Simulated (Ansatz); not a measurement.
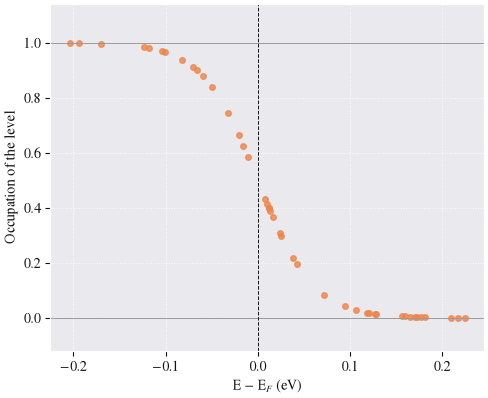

Occupations of the one-electron levels of the k mesh against their energy, from a run on W, space group I4/mmm, 1 atom in the cell, with Ansatz.

Q: Which smearing scheme was used (Fermi-Dirac, Gaussian, Methfessel-Paxton or cold), and about what width?

A: Fermi-Dirac smearing with a width of 0.03 eV. The occupations stay between 0 and 1 and have long exponential tails; the slope at the Fermi level is 1/(4 × width).
